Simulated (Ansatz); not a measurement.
System: Sn$_{16}$O$_{15}$ (cell charge +2, with a compensating background) (cell with a defect).

```xyz
31
Lattice="0.0000 7.7365 5.0662 0.0000 -7.7365 5.0662 7.7365 0.0000 -5.0662" Properties=species:S:1:pos:R:3 pbc="T T T"
Sn    0.0661   -1.9382    6.2667
Sn    0.0299   -5.7783    6.2239
Sn    0.0283    1.9042    6.2231
Sn    7.5313    5.7960    1.2602
Sn    4.0883   -1.9345    1.2598
Sn    3.8547    1.9551    1.1547
Sn    3.8560    1.9009    6.2252
Sn    3.8184   -1.9383    6.2659
Sn    1.9392   -7.5707    3.8474
Sn    1.9450    3.6954    3.8524
Sn    1.9420   -3.8188    3.8703
Sn    1.9419   -0.0562    3.8711
Sn    5.7858   -0.0149    3.9331
Sn    5.8344   -3.8614   -1.1315
Sn    5.7836    3.8751   -1.1349
Sn    5.8388   -0.0150   -1.1352
O     1.9430    1.9001    4.9972
O     1.9412   -5.7765    4.9938
O     1.9421   -1.9380    5.0716
O     5.7640    5.7974    0.0677
O     5.8111   -5.8072    0.0252
O     5.8101    1.9296    0.0223
O     5.8569   -1.9375    0.0694
O     3.7500   -3.7370    0.0297
O     3.8704   -0.0038    5.0678
O     3.7476   -0.1403    0.0166
O     3.8693    3.8628    0.0036
O     0.1359    3.9993    5.0891
O     0.1364   -0.1417    0.0248
O     0.0149   -0.0028    5.0700
O     0.0142   -3.8728    5.0695
```

Level of theory: DFT PBE, scalar-relativistic, plane waves, PAW (Ansatz 0.2.0).

**What can the converged valence pseudo-density and electron localisation function tell about the bonding?**

Sn–O (2.27 Å): the density is about 0.43 e/Å³ at the midpoint; the ELF peaks at about 0.85 in the valence shell of O, 0.6 Å from its nucleus, and is about 0.20 at the midpoint; no localised pair shows between them.

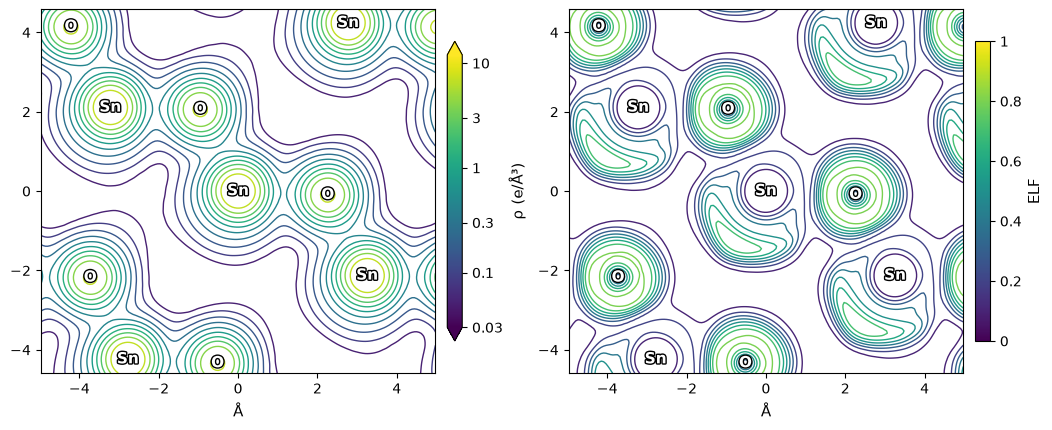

Computed valence pseudo-density and electron localisation function on the (001) plane of the calculation cell, in this order. 
